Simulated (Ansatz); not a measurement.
```
As
1.0
     2.70550    0.00000    0.00000
     0.00000    2.70550    0.00000
     0.00000    0.00000    2.70550
As
1
Direct
  0.00000 0.00000 0.00000
```

Space group Pm-3m; computed without spin polarisation.

Theory: Ansatz, DFT r2SCAN, scalar-relativistic, plane waves, PAW.

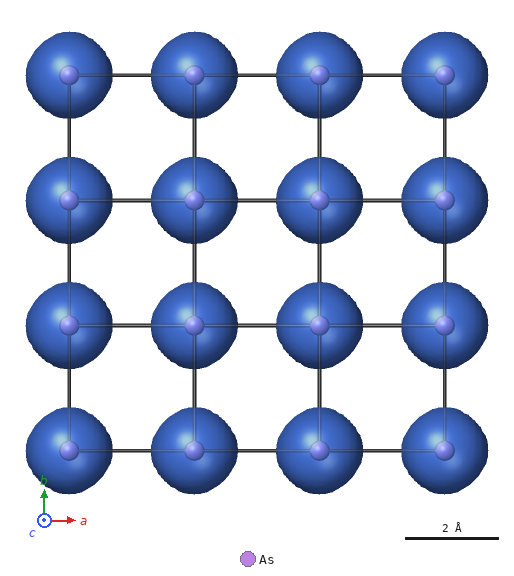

As. Isosurface of the valence charge density (pseudo) at 0.6 e/Å³ (blue), seen along the c axis. Sticks mark near contacts.

The density is the valence pseudo-density of a PAW calculation; it isn't the true density close to the nuclei.

Q: How is the density connected at this value?

A: At this value the density breaks into separate islands; it holds about 75 % of the electrons treated as valence. It bridges none of the near contacts. It is pinched off along the sampled As–As (2.71 Å) contacts. On the grid the lowest density along these lines, outside the cores, is 0.36 e/Å³ (As–As, 2.71 Å).

Q: Does the calculation give a band gap?

A: It is metallic or semimetallic at this level of theory: no gap opens.
